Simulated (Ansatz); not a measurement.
# A series of single points on SiC

System: SiC (P3m1, 12 atoms in the cell).
Method: DFT PBE, scalar-relativistic, plane waves, PAW, PAW set soft_1, no spin polarisation (Ansatz 0.2.0).

The 7 runs differ only in the geometry, by an even scaling of the cell at fixed fractional positions. The structure derives from an entry of the Crystallography Open Database.

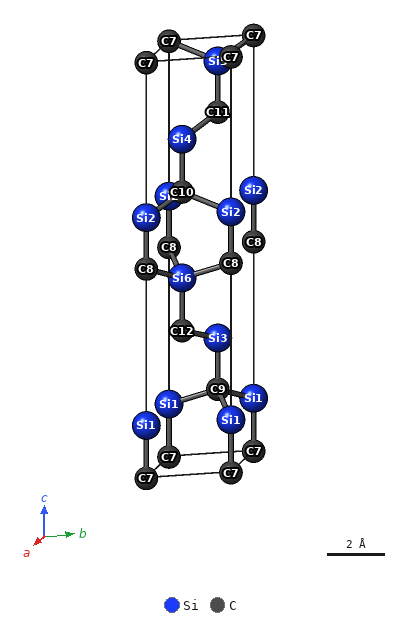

Figure 1. The structure of run 4 (ball-and-stick view of the cell of the calculation, seen slightly off an axis; atoms are numbered from 1 in the order of the input).

**Input of run 4**
```yaml
crystal:
  lattice:
    - [3.0949375958, 0.0, 0.0]
    - [-1.5474687979, 2.6802945811, 0.0]
    - [0.0, 0.0, 15.1863169775]
  atoms:
    - { symbol: Si, position: [0.0, 0.0, 0.1250412046] }
    - { symbol: Si, position: [0.0, 0.0, 0.6250387132] }
    - { symbol: Si, position: [0.3333333333, 0.6666666667, 0.2918647478] }
    - { symbol: Si, position: [0.6666666667, 0.3333333333, 0.79176984] }
    - { symbol: Si, position: [0.3333333333, 0.6666666667, 0.9583511446] }
    - { symbol: Si, position: [0.6666666667, 0.3333333333, 0.4582680052] }
    - { symbol: C, position: [0.0, 0.0, 0.9977393199] }
    - { symbol: C, position: [0.0, 0.0, 0.5016375659] }
    - { symbol: C, position: [0.3333333333, 0.6666666667, 0.1686482863] }
    - { symbol: C, position: [0.6666666667, 0.3333333333, 0.6650107867] }
    - { symbol: C, position: [0.3333333333, 0.6666666667, 0.8351935973] }
    - { symbol: C, position: [0.6666666667, 0.3333333333, 0.3314367883] }
basis:
  ecutwfc: 520.0
kpoints:
  mp_grid: { grid: [12, 12, 2] }
hamiltonian:
  xc: pbe
  pseudopotentials: { kind: paw, azcp: { folder: soft_1 } }
scf:
  occupations: { method: gaussian, width: 0.05 }
output:
  forces: true
  stress: true
  eigenvalues: true
```

Command:
```bash
ansatz run input.yaml --threads 4 --pin off --max-ram 8192MiB --backend cpu --events-out ev --progress --plain --runs-dir out
```

Run 5 differs from it as follows:
```diff
-    - [3.0949375958, 0.0, 0.0]
-    - [-1.5474687979, 2.6802945811, 0.0]
-    - [0.0, 0.0, 15.1863169775]
+    - [3.1206255779, 0.0, 0.0]
+    - [-1.5603127889, 2.7025410261, 0.0]
+    - [0.0, 0.0, 15.3123634084]
```

**Results, with one run withheld**

```csv
run,volume per atom (Å³),"free energy per atom, from the lowest run given (meV)",pressure (GPa),gap on the mesh (eV)
1,9.730,43.10,18.97,2.00
2,9.981,18.94,12.07,2.00
3,10.239,4.69,5.76,2.01
4,10.498,0.00,0.15,2.02
5,10.762,?,?,?
6,11.033,16.24,−9.47,2.03
7,11.305,35.85,−13.51,2.03
```

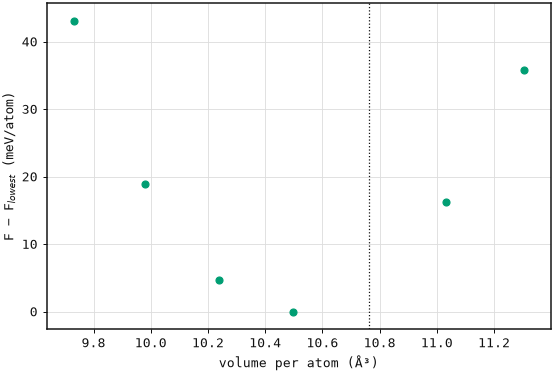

Figure 2. Free energy per atom of the runs given; the dotted line marks run 5.

Estimate the energy of run 5 from the others.

A cubic polynomial in V^(−2/3) (the Birch–Murnaghan form), fitted to the 6 runs given, misses them by at most 0.01 meV per atom. With x = V^(−2/3) − 0.20935 Å⁻², it reads F = 0.27934 + 634.79 x + 3.6112e+05 x² − 1.1323e+05 x³ (meV per atom). At run 5 it gives 3.99 meV per atom, and the run itself gives 3.99. The slope of the fit gives a pressure −dF/dV of −4.90 GPa there, and the run prints −4.90 GPa. The fit has its minimum at 10.506 Å³ per atom, where V d²F/dV² gives 213 GPa. Cell shape and fractional positions are held, so this is the stiffness under even scaling; the relaxed bulk modulus wasn't computed. The gap on the mesh goes, without turning, from 2.00 eV in run 1 to 2.03 eV in run 7; run 5 has 2.02 eV. These are gaps of this functional on this mesh, which can miss the band edges; they aren't the measured gap.

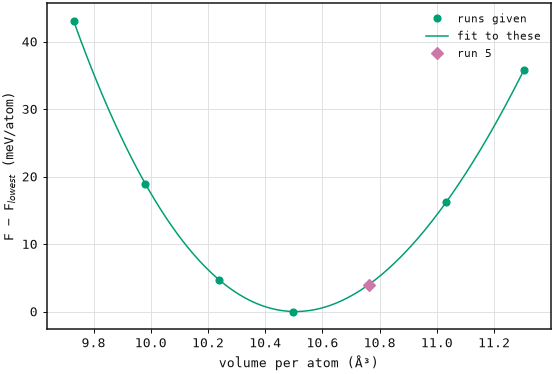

Figure 3. The fit and the withheld run.

**Output, shortened to warnings, some set-up lines, iterations and results (run 5)**
```
Basis set: ecut = 520 eV, 3459 PW (Γ), exchange–correlation on 48×48×240 points (8 copies of the dense FFT grid, shifted against one another)
Symmetry: 6 space group operations
k-points: 38 of 288 (time reversal used)
Initial density: superposition of atomic densities (chi_scale 0.1, normalization cell, long waves kept (reshape's long-wave potential 0.01 eV rms))
[...]
SCF iter   1: F=—  HF=-5331.245100 eV  |F-HF|=—  |Δ(HF+E_count)|=         —  Δρ=1.31e-1  dr2=2.77e1  ethr=3.10e-3  ⟨swp⟩=7.3  Hψ=7471  notcnv=0  defer=9
SCF iter   2: F=—  HF=-5323.032154 eV  |F-HF|=—  |Δ(HF+E_count)|=    8.21e0  Δρ=3.35e-2  dr2=1.05e0  ethr=3.10e-3  ⟨swp⟩=4.1  Hψ=3496  notcnv=0  defer=259
SCF iter   3: F=—  HF=-5322.876745 eV  |F-HF|=—  |Δ(HF+E_count)|=   1.55e-1  Δρ=1.21e-2  dr2=1.01e-1  ethr=2.20e-3  ⟨swp⟩=2.7  Hψ=2170  notcnv=0  defer=259
SCF iter   4: F=—  HF=-5322.881287 eV  |F-HF|=—  |Δ(HF+E_count)|=   4.54e-3  Δρ=1.75e-3  dr2=1.63e-2  ethr=2.11e-4  ⟨swp⟩=2.9  Hψ=1970  notcnv=0  defer=259
SCF iter   5: F=—  HF=-5322.876847 eV  |F-HF|=—  |Δ(HF+E_count)|=   4.44e-3  Δρ=4.39e-4  dr2=1.67e-4  ethr=3.40e-5  ⟨swp⟩=2.0  Hψ=1776  notcnv=0  defer=145
SCF iter   6: F=—  HF=-5322.876908 eV  |F-HF|=—  |Δ(HF+E_count)|=   6.06e-5  Δρ=1.00e-4  dr2=1.72e-5  ethr=3.48e-7  ⟨swp⟩=2.0  Hψ=2051  notcnv=0  defer=145
SCF iter   7: F=—  HF=-5322.876947 eV  |F-HF|=—  |Δ(HF+E_count)|=   3.89e-5  Δρ=2.71e-5  dr2=1.23e-6  ethr=3.58e-8  ⟨swp⟩=2.0  Hψ=1912  notcnv=0  defer=145
SCF iter   8: F=—  HF=-5322.876947 eV  |F-HF|=—  |Δ(HF+E_count)|=   7.67e-8  Δρ=1.02e-5  dr2=1.96e-7  ethr=2.08e-10  ⟨swp⟩=15.5  Hψ=8124  notcnv=0
SCF iter   9: F=-5322.876947 eV  HF=-5322.876947 eV  |F-HF|=1.80e-9  |Δ(HF+E_count)|=   1.76e-8  Δρ=2.90e-6  dr2=7.34e-9  ethr=2.08e-10  ⟨swp⟩=5.0  Hψ=4378  notcnv=0
SCF 1 converged in 9 iterations: F = -5322.876947 eV  dr2 = 7.34e-9
SCF converged after 9 iterations
Free energy (F): -5322.876947 eV
Harris-Foulkes:  -5322.876947 eV  (|F-HF|=1.80e-9)
Internal energy: -5322.876947 eV  (E = F + TS)
E sigma→0 (E₀):  -5322.876947 eV
Fermi energy:    10.055135 eV
--- Per-component energies (eV) ---
  E_band       = 153.458485
  E_kinetic    = 787.615557
  E_local      = -589.994947  (includes V_loc(G=0)·N_el)
  E_nonlocal   = 268.829210
  E_hartree    = 194.521920
  E_xc         = -629.825100
  E_vxc        = -646.736683  (∫ρ·V_xc dr)
  E_paw        = -3668.828124  (= ΣΔE_a)
  E_vpaw       = -55.297862  (= ΣTr[D̂ρ^β])
  E_aug_tail   = 0.000078  (compensation charges beyond the density's cutoff)
  E_ewald      = -1685.195542
  E_smearing   = -0.000000  (= −TS)
  E_closure    = -0.000000  (closes the sum)
  Σ components = -5322.876947   (vs F -5322.876947, Δ=0.00e0)
--- Forces (eV/Å), atoms counted from 1 ---
  atom   1  Si    -0.00000000     0.00000000     0.05566459
  atom   2  Si     0.00000000     0.00000000     0.01860267
  atom   3  Si    -0.00000000     0.00000000    -0.04199767
  atom   4  Si     0.00000000    -0.00000000     0.09247047
  atom   5  Si     0.00000000    -0.00000000    -0.03565395
  atom   6  Si    -0.00000000     0.00000000     0.08795434
  atom   7  C      0.00000000     0.00000000     0.78963809
  atom   8  C     -0.00000000    -0.00000000    -0.86016723
  atom   9  C      0.00000000    -0.00000000    -0.79429221
  atom  10  C      0.00000000     0.00000000     0.74426258
  atom  11  C     -0.00000000     0.00000000    -0.82317721
  atom  12  C      0.00000000     0.00000000     0.76669740
  max |Σ_I F_I| component: 1.87e-6 eV/Å
--- Stress (GPa, compression-positive) ---
       -4.979244       0.000000       0.000000
       -0.000000      -4.979244       0.000000
        0.000000       0.000000      -4.730721
  P = ⅓ Tr σ = -4.8964 GPa (-48.964 kbar)
```
